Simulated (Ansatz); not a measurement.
**Nudged elastic band of Ni$_{7}$Si$_{16}$ (charge −2) (part 2 of 3)**

The same run, continued: Ni$_{7}$Si$_{16}$ (defect cell, 23 atoms in the cell, total charge −2); DFT PBE, scalar-relativistic, plane waves, PAW, PAW set soft_1, spin-polarised (Ansatz 0.2.0); cutoff 420 eV, 2×2×2 k-mesh, Gaussian smearing of 0.05 eV, collinear spins. The structure derives from a Materials Project entry. The run did not end well. One setting was made poor on purpose. It belongs to a series of runs on one base structure; here: band between the two ends. The run did not end well; see the last part.

Geometry of the input (Å; fractional positions):
```
0.0000  5.3863  5.3863
5.3863  0.0000  5.3863
5.3863  5.3863  0.0000
Si 0.1416  0.0964  0.1366
Si 0.3669  0.3787  0.3766
Ni -0.0010  -0.0008  0.0037
Si 0.0949  0.1392  0.6283
Si 0.3778  0.3667  0.8765
Si 0.1221  0.6230  0.1325
Si 0.3629  0.8732  0.3598
Ni 0.0042  0.4626  0.0376
Si 0.1250  0.6351  0.6420
Si 0.3752  0.8772  0.8677
Ni -0.0059  0.5357  0.5059
Si 0.6229  0.1218  0.1216
Si 0.8728  0.3630  0.4040
Ni 0.5372  -0.0069  -0.0368
Si 0.6357  0.1252  0.5974
Si 0.8762  0.3755  0.8793
Ni 0.4610  0.0058  0.4948
Si 0.6313  0.6200  0.1240
Si 0.8569  0.9018  0.3763
Ni 0.4992  0.4997  -0.0012
Si 0.6205  0.6320  0.6222
Si 0.9033  0.8593  0.8639
Ni 0.4988  0.4994  0.5002
```

Output, continued
```
NEB image 2
preconditioner: auto → Kerker (q_TF=auto, 2.515 Å⁻¹)  [metal: Δε(μ)=0.005 eV  Ē_g=7.979 eV  σ=0.050 eV  W_gap=0.05  n_scr=64 (ndim 8)  ℏωp=24.5 eV  f_vac=0.000  D(μ)=6.94/eV (n_scr^D=50)]
spin=Collinear: Kerker preconditioning applied to the charge; magnetization (m = ρ↑ − ρ↓) channel mixes plain (no charge-response kernel on spin).
preconditioner: auto → Resta (q_TF=auto, 2.515 Å⁻¹)  ε∞=10.0  [insulator: Δε(μ)=0.123 eV  Ē_g=8.176 eV  σ=0.050 eV  W_gap=0.92  n_scr=64 (ndim 8)  ℏωp=24.5 eV  f_vac=0.000  D(μ)=2.36/eV (n_scr^D=14)  ε∞_Penn≈10.0]
spin=Collinear: Resta preconditioning applied to the charge; magnetization (m = ρ↑ − ρ↓) channel mixes plain (no charge-response kernel on spin).
  greatest PAW one-centre occupation: 1.032 electrons in one spin orbital (limit 2), on the Ni atom at site 10 (counted from 0), in its partial waves of l = 1
NEB image 3
preconditioner: auto → Resta (q_TF=auto, 2.515 Å⁻¹)  ε∞=11.5  [insulator: Δε(μ)=0.260 eV  Ē_g=7.570 eV  σ=0.050 eV  W_gap=1.00  n_scr=64 (ndim 8)  ℏωp=24.5 eV  f_vac=0.000  D(μ)=0.01/eV (n_scr^D=0)  ε∞_Penn≈11.5]
spin=Collinear: Resta preconditioning applied to the charge; magnetization (m = ρ↑ − ρ↓) channel mixes plain (no charge-response kernel on spin).
preconditioner: auto → Kerker (q_TF=auto, 2.515 Å⁻¹)  [metal: Δε(μ)=0.042 eV  Ē_g=7.940 eV  σ=0.050 eV  W_gap=0.45  n_scr=64 (ndim 8)  ℏωp=24.5 eV  f_vac=0.000  D(μ)=10.87/eV (n_scr^D=64)]
spin=Collinear: Kerker preconditioning applied to the charge; magnetization (m = ρ↑ − ρ↓) channel mixes plain (no charge-response kernel on spin).
  greatest PAW one-centre occupation: 1.004 electrons in one spin orbital (limit 2), on the Ni atom at site 10 (counted from 0), in its partial waves of l = 1
NEB iter   1: max|band force component| = 7.224e1 eV/Å  barrier→ = 41.0111 eV  barrier← = 40.6637 eV  Δτ_max = 0.2000 Å  (100 SCF iters)
  M     (μB):  +0.0000  +0.0000  +0.0000  +0.0000  +0.0000
  M_abs (μB):   0.0000   0.0000   0.0000   0.0000   0.0000
NEB image 1
Initial density: handed on by an earlier stage of this run
Initial wavefunctions: those handed on with the density
preconditioner: auto → Resta (q_TF=auto, 2.515 Å⁻¹)  ε∞=11.5  [insulator: Δε(μ)=0.168 eV  Ē_g=7.546 eV  σ=0.050 eV  W_gap=0.98  n_scr=64 (ndim 8)  ℏωp=24.5 eV  f_vac=0.000  D(μ)=0.58/eV (n_scr^D=0)  ε∞_Penn≈11.5]
spin=Collinear: Resta preconditioning applied to the charge; magnetization (m = ρ↑ − ρ↓) channel mixes plain (no charge-response kernel on spin).
NEB image 2
preconditioner: auto → Kerker (q_TF=auto, 2.515 Å⁻¹)  [metal: Δε(μ)=0.017 eV  Ē_g=7.491 eV  σ=0.050 eV  W_gap=0.19  n_scr=64 (ndim 8)  ℏωp=24.5 eV  f_vac=0.000  D(μ)=16.14/eV (n_scr^D=168)]
spin=Collinear: Kerker preconditioning applied to the charge; magnetization (m = ρ↑ − ρ↓) channel mixes plain (no charge-response kernel on spin).
  greatest PAW one-centre occupation: 1.015 electrons in one spin orbital (limit 2), on the Ni atom at site 10 (counted from 0), in its partial waves of l = 1
NEB image 3
preconditioner: auto → Resta (q_TF=auto, 2.515 Å⁻¹)  ε∞=11.6  [insulator: Δε(μ)=0.149 eV  Ē_g=7.515 eV  σ=0.050 eV  W_gap=0.96  n_scr=64 (ndim 8)  ℏωp=24.5 eV  f_vac=0.000  D(μ)=1.46/eV (n_scr^D=0)  ε∞_Penn≈11.6]
spin=Collinear: Resta preconditioning applied to the charge; magnetization (m = ρ↑ − ρ↓) channel mixes plain (no charge-response kernel on spin).
  greatest PAW one-centre occupation: 1.003 electrons in one spin orbital (limit 2), on the Ni atom at site 10 (counted from 0), in its partial waves of l = 1
NEB iter   2: max|band force component| = 3.426e1 eV/Å  barrier→ = 20.6107 eV  barrier← = 20.2634 eV  Δτ_max = 0.2000 Å  (42 SCF iters)
[... from here on the SCF iterations and repeated set-up lines of each step are left out, up to the last step ...]
NEB image 1
NEB image 2
NEB image 3
NEB iter   3: max|band force component| = 1.451e1 eV/Å  barrier→ = 11.0082 eV  barrier← = 10.6609 eV  Δτ_max = 0.2000 Å  (45 SCF iters)
NEB image 1
NEB image 2
NEB image 3
NEB iter   4: max|band force component| = 4.459e0 eV/Å  barrier→ = 7.4156 eV  barrier← = 7.0683 eV  Δτ_max = 0.0675 Å  (47 SCF iters)
NEB image 1
NEB image 2
NEB image 3
NEB iter   5: max|band force component| = 1.858e0 eV/Å  barrier→ = 6.7064 eV  barrier← = 6.3591 eV  Δτ_max = 0.0935 Å  (40 SCF iters)
NEB image 1
NEB image 2
NEB image 3
NEB iter   6: max|band force component| = 2.239e0 eV/Å  barrier→ = 5.7653 eV  barrier← = 5.4180 eV  Δτ_max = 0.0907 Å  (44 SCF iters)
NEB image 1
NEB image 2
NEB image 3
NEB iter   7: max|band force component| = 1.764e0 eV/Å  barrier→ = 5.0731 eV  barrier← = 4.7258 eV  Δτ_max = 0.0976 Å  (47 SCF iters)
NEB image 1
NEB image 2
NEB image 3
NEB iter   8: max|band force component| = 2.481e0 eV/Å  barrier→ = 4.6952 eV  barrier← = 4.3478 eV  Δτ_max = 0.0117 Å  (48 SCF iters)
NEB image 1
NEB image 2
NEB image 3
NEB iter   9: max|band force component| = 1.922e0 eV/Å  barrier→ = 4.6390 eV  barrier← = 4.2917 eV  Δτ_max = 0.0206 Å  (29 SCF iters)
NEB image 1
NEB image 2
NEB image 3
NEB iter  10: max|band force component| = 1.413e0 eV/Å  barrier→ = 4.5362 eV  barrier← = 4.1889 eV  Δτ_max = 0.0242 Å  (35 SCF iters)
NEB image 1
NEB image 2
NEB image 3
NEB iter  11: max|band force component| = 1.572e0 eV/Å  barrier→ = 4.4007 eV  barrier← = 4.0534 eV  Δτ_max = 0.0232 Å  (35 SCF iters)
NEB image 1
NEB image 2
NEB image 3
NEB iter  12: max|band force component| = 1.552e0 eV/Å  barrier→ = 4.2451 eV  barrier← = 3.8978 eV  Δτ_max = 0.0287 Å  (35 SCF iters)
NEB image 1
NEB image 2
NEB image 3
NEB iter  13: max|band force component| = 1.369e0 eV/Å  barrier→ = 4.0781 eV  barrier← = 3.7307 eV  Δτ_max = 0.0351 Å  (36 SCF iters)
NEB image 1
NEB image 2
NEB image 3
NEB iter  14: max|band force component| = 1.166e0 eV/Å  barrier→ = 3.9023 eV  barrier← = 3.5550 eV  Δτ_max = 0.0462 Å  (34 SCF iters)
NEB image 1
NEB image 2
NEB image 3
NEB iter  15: max|band force component| = 1.275e0 eV/Å  barrier→ = 3.6969 eV  barrier← = 3.3495 eV  Δτ_max = 0.0072 Å  (37 SCF iters)
NEB image 1
NEB image 2
NEB image 3
NEB iter  16: max|band force component| = 1.245e0 eV/Å  barrier→ = 3.6664 eV  barrier← = 3.3191 eV  Δτ_max = 0.0145 Å  (24 SCF iters)
NEB image 1
NEB image 2
NEB image 3
NEB iter  17: max|band force component| = 1.212e0 eV/Å  barrier→ = 3.6068 eV  barrier← = 3.2595 eV  Δτ_max = 0.0219 Å  (29 SCF iters)
NEB image 1
NEB image 2
NEB image 3
NEB iter  18: max|band force component| = 1.212e0 eV/Å  barrier→ = 3.5201 eV  barrier← = 3.1728 eV  Δτ_max = 0.0294 Å  (30 SCF iters)
NEB image 1
NEB image 2
NEB image 3
NEB iter  19: max|band force component| = 1.249e0 eV/Å  barrier→ = 3.4088 eV  barrier← = 3.0614 eV  Δτ_max = 0.0367 Å  (31 SCF iters)
NEB image 1
NEB image 2
NEB image 3
NEB iter  20: max|band force component| = 1.272e0 eV/Å  barrier→ = 3.2756 eV  barrier← = 2.9283 eV  Δτ_max = 0.0435 Å  (33 SCF iters)
NEB image 1
NEB image 2
NEB image 3
NEB iter  21: max|band force component| = 1.208e0 eV/Å  barrier→ = 3.1234 eV  barrier← = 2.7761 eV  Δτ_max = 0.0548 Å  (32 SCF iters)
NEB image 1
NEB image 2
NEB image 3
NEB iter  22: max|band force component| = 1.004e0 eV/Å  barrier→ = 2.9373 eV  barrier← = 2.5899 eV  Δτ_max = 0.0668 Å  (34 SCF iters)
NEB image 1
NEB image 2
NEB image 3
NEB iter  23: max|band force component| = 7.106e-1 eV/Å  barrier→ = 2.7193 eV  barrier← = 2.3720 eV  Δτ_max = 0.0785 Å  (39 SCF iters)
NEB image 1
NEB image 2
NEB image 3
NEB iter  24: max|band force component| = 7.552e-1 eV/Å  barrier→ = 2.4818 eV  barrier← = 2.1344 eV  Δτ_max = 0.0884 Å  (36 SCF iters)
  M     (μB):  +0.0000  +0.0000  +0.0000  +0.0000  +0.0000
  M_abs (μB):   0.0000   0.0000   0.0000   0.0000   0.0000
NEB image 1
preconditioner: auto → Kerker (q_TF=auto, 2.515 Å⁻¹)  [metal: Δε(μ)=0.008 eV  Ē_g=7.445 eV  σ=0.050 eV  W_gap=0.09  n_scr=64 (ndim 8)  ℏωp=24.5 eV  f_vac=0.000  D(μ)=11.57/eV (n_scr^D=88)]
spin=Collinear: Kerker preconditioning applied to the charge; magnetization (m = ρ↑ − ρ↓) channel mixes plain (no charge-response kernel on spin).
NEB image 2
preconditioner: auto → Resta (q_TF=auto, 2.515 Å⁻¹)  ε∞=12.0  [insulator: Δε(μ)=0.069 eV  Ē_g=7.381 eV  σ=0.050 eV  W_gap=0.67  n_scr=64 (ndim 8)  ℏωp=24.5 eV  f_vac=0.000  D(μ)=3.54/eV (n_scr^D=14)  ε∞_Penn≈12.0]
spin=Collinear: Resta preconditioning applied to the charge; magnetization (m = ρ↑ − ρ↓) channel mixes plain (no charge-response kernel on spin).
NEB image 3
preconditioner: auto → Resta (q_TF=auto, 2.515 Å⁻¹)  ε∞=11.9  [insulator: Δε(μ)=0.068 eV  Ē_g=7.407 eV  σ=0.050 eV  W_gap=0.65  n_scr=64 (ndim 8)  ℏωp=24.5 eV  f_vac=0.000  D(μ)=5.86/eV (n_scr^D=26)  ε∞_Penn≈11.9]
spin=Collinear: Resta preconditioning applied to the charge; magnetization (m = ρ↑ − ρ↓) channel mixes plain (no charge-response kernel on spin).
NEB iter  25: max|band force component| = 7.426e-1 eV/Å  barrier→ = 2.2506 eV  barrier← = 1.9032 eV  Δτ_max = 0.0937 Å  (37 SCF iters)
  M     (μB):  +0.0000  +0.0000  +0.0000  +0.0000  +0.0000
  M_abs (μB):   0.0000   0.0000   0.0000   0.0000   0.0000
```

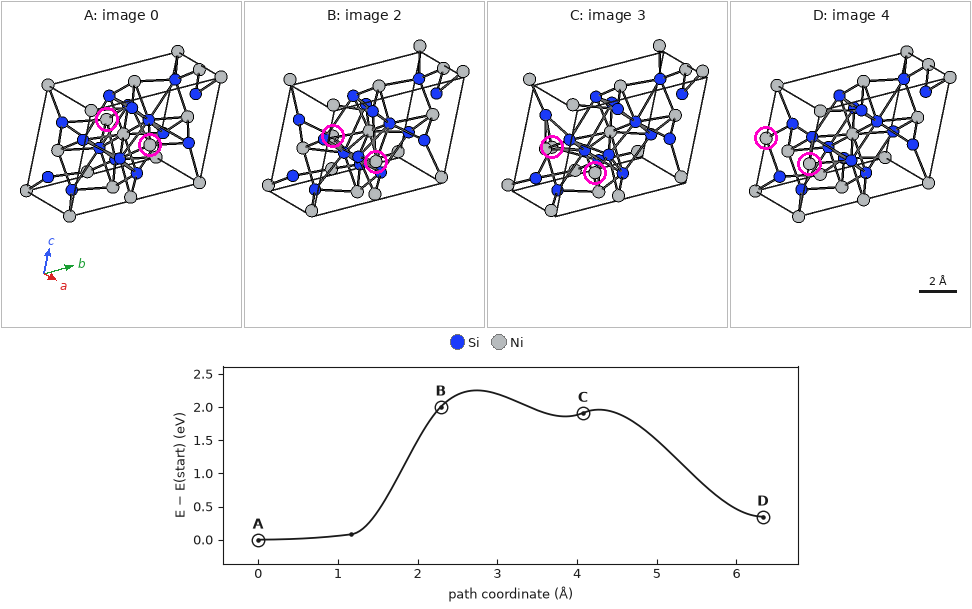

Images of the last band (counted from 0; ball-and-stick, reduced simulation cell, seen slightly off an axis), with the moving atom and its periodic copies ringed, above the energy along the path; the line is a cubic interpolation that uses the forces. The highest image is number 2, 2.006 eV above the start and 1.659 eV above the end (the climbing image); the end lies 0.347 eV above the start. The path is 6.33 Å long, and Ni11 moves most (4.08 Å). The band had not converged after 44 iterations.

```
NEB image 1
preconditioner: auto → Kerker (q_TF=auto, 2.515 Å⁻¹)  [metal: Δε(μ)=0.008 eV  Ē_g=7.449 eV  σ=0.050 eV  W_gap=0.09  n_scr=64 (ndim 8)  ℏωp=24.5 eV  f_vac=0.000  D(μ)=11.36/eV (n_scr^D=88)]
spin=Collinear: Kerker preconditioning applied to the charge; magnetization (m = ρ↑ −
[...]
Spin contamination: 0.0000 ħ² per cell (⟨S²⟩ above its minimum at these occupations)
Per-site moments (μB) at R_I (Å): [(0.0, 0.9264127438322233), (0.0, 0.929518311467961), (0.0, 0.9121142206187288), (0.0, 0.8924467836002796), (0.0, 0.9665030619067942), (0.0, 0.9295439200889896), (0.0, 0.9268490931759168), (0.0, 0.9295439200889896), (0.0, 0.9122503239433801), (0.0, 0.9633691270159322), (0.0, 0.8924410218901763), (0.0, 0.9663434691731504), (0.0, 0.8924410218901763), (0.0, 0.9401381746209558), (0.0, 0.940273334700702), (0.0, 0.9378939898242883), (0.0, 0.929518311467961), (0.0, 0.9632776828114208), (0.0, 0.9121142206187288), (0.0, 0.9378939898242883), (0.0, 0.9379197185758786), (0.0, 0.9401381746209558), (0.0, 0.9122503239433801)]
Free energy (F): -51029.909900 eV
Harris-Foulkes:  -51029.909900 eV  (|F-HF|=2.74e-9)
Internal energy: -51029.894895 eV  (E = F + TS)
E sigma→0 (E₀):  -51029.902397 eV
Entropy (-TS):   -0.015005 eV (-0.652 meV/atom)
Fermi energy:    12.533513 eV
--- Per-component energies (eV) ---
  E_band       = -2448.424593
  E_kinetic    = 3123.400107
  E_local      = -31572.722975  (includes V_loc(G=0)·N_el)
  E_nonlocal   = -474.468063
  E_hartree    = 16268.508975
  E_xc         = -1744.409044
  E_vxc        = -1851.479139  (∫ρ·V_xc dr)
  E_paw        = -19776.409597  (= ΣΔE_a)
  E_vpaw       = -4210.180826  (= ΣTr[D̂ρ^β])
  E_aug_tail   = 0.006945  (compensation charges beyond the density's cutoff)
  E_ewald      = -16853.801243
  E_smearing   = -0.015005  (= −TS)
  E_closure    = 0.000000  (closes the sum)
  E_deformation_potential = -39.034138  (in the stress; not in F)
  Σ components = -51029.909900   (vs F -51029.909900, Δ=0.00e0)
--- Forces (eV/Å), atoms counted from 1 ---
  atom   1  Si    -0.10160723    -0.03600183    -0.07698732
  atom   2  Si    -0.00430470     0.04492370    -0.12316369
  atom   3  Ni    -0.08791548     0.01489086    -0.08773755
  atom   4  Si    -0.09222340    -0.25914363     0.01137452
  atom   5  Si    -0.02343088     0.02557044     0.01662426
  atom   6  Si    -0.00455394    -0.04577380    -0.12085437
  atom   7  Si    -0.10008205     0.03558111    -0.07836414
  atom   8  Ni    -0.05277612     0.02835884    -0.06264629
  atom   9  Si     0.10318791     0.02260146     0.06139490
  atom  10  Si     0.00305484    -0.04815452    -0.02574973
  atom  11  Ni     0.27013512    -0.00230939     0.68232685
  atom  12  Si    -0.02226669    -0.02598229     0.01476718
  atom  13  Si    -0.09004151     0.25650314     0.01043153
  atom  14  Ni    -0.03319025    -0.00040591    -0.01843325
  atom  15  Si     0.09107554    -0.08844094    -0.01527086
  atom  16  Si     0.01476717     0.00063844    -0.01723146
  atom  17  Ni    -0.05333260    -0.02664091    -0.06423826
  atom  18  Si     0.00355436     0.04786790    -0.02456932
  atom  19  Si     0.10216251    -0.02183069     0.06121693
  atom  20  Ni     0.05746689     0.00090800    -0.02086970
  atom  21  Si     0.01583087     0.00185292    -0.01665068
  atom  22  Si     0.09376551     0.09252661    -0.01676005
  atom  23  Ni    -0.08929546    -0.01753940    -0.08861674
  max |Σ_I F_I| component: 1.96e-5 eV/Å
--- Band table (eV; the first three rows and the last of 16) ---
  k-point 0 ↑: bands = ["-92.1874", "-92.1440", "-91.9610", "-91.9596", "-91.9037", "-91.9033", "-91.1048", "-52.6492", "-52.6088", "-52.5905", "-52.5518", "-52.5452", "-52.5100", "-52.4503", "-52.4489", "-52.4001", "-52.3993", "-52.3543", "-52.3523", "-52.3408", "-52.3403", "-52.3395", "-52.3388", "-52.2443", "-52.2437", "-51.7356", "-51.6334", "-51.2737", "-1.3834", "1.3533", "1.7671", "1.7747", "1.8820", "2.2699", "2.4776", "2.5549", "2.6189", "2.7164", "2.8409", "3.1845", "4.4311", "4.7396", "5.0977", "5.4824", "5.5383", "5.6378", "7.2405", "7.3111", "7.4847", "7.5611", "7.5816", "7.6185", "7.7893", "7.8266", "7.9917", "8.0307", "8.0954", "8.1365", "8.1484", "8.3145", "8.5037", "8.5314", "8.7228", "8.7359", "8.8468", "8.8824", "8.9216", "8.9386", "8.9648", "8.9725", "8.9883", "9.0522", "9.1188", "9.1329", "9.2523", "9.3050", "9.3298", "9.3409", "9.4248", "9.4672", "9.7476", "10.0628", "10.1354", "10.2654", "10.5683", "11.0213", "11.0808", "11.1747", "11.3007", "11.3144", "11.4672", "11.5888", "11.5926", "11.9229", "12.7864", "12.8426", "12.9832", "13.0728", "13.2372", "13.2647", "13.5549", "13.6490", "13.6567", "13.8432", "13.9565", "14.0387", "14.0942", "14.1029", "14.2709", "14.3718", "14.4822", "14.4923", "14.8689", "14.8741", "14.9711", "15.1063", "15.3011", "15.3561", "15.7363"]
```
